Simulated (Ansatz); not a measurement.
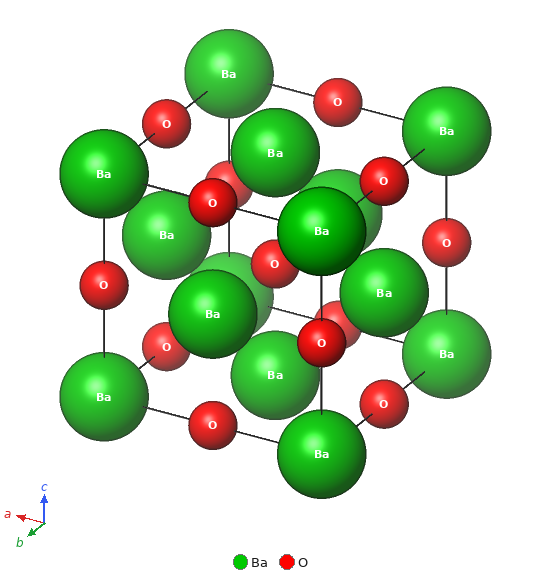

The figure gives a spheres-only picture of the atoms, viewed from a general direction. One conventional unit cell is outlined, and atoms on its boundary appear in each equivalent place.

BaO, space group Fm-3m (No. 225), a = 5.57 Å, b = 5.57 Å, c = 5.57 Å, α = 90.00°, β = 90.00°, γ = 90.00°.

Electronic-structure method: Ansatz, DFT PBE, scalar-relativistic, plane waves, PAW. Parameters: a kinetic-energy cutoff of 420 eV, k-points about 0.24 Å⁻¹ apart, Gaussian smearing of 0.02 eV, no spin polarisation.

Question: Does it come out as a metal, or with a gap?

Answer: A semiconductor at this level, with a gap of 2.10 eV on the k-mesh (the true edges may lie between mesh points, so the gap can be somewhat smaller).

The model was built from a structure listed in the Materials Project, with elements exchanged, so it need not be a known form of the compound. Relaxation method: DFT PBE, scalar-relativistic, plane waves, PAW in Ansatz 0.2.0.
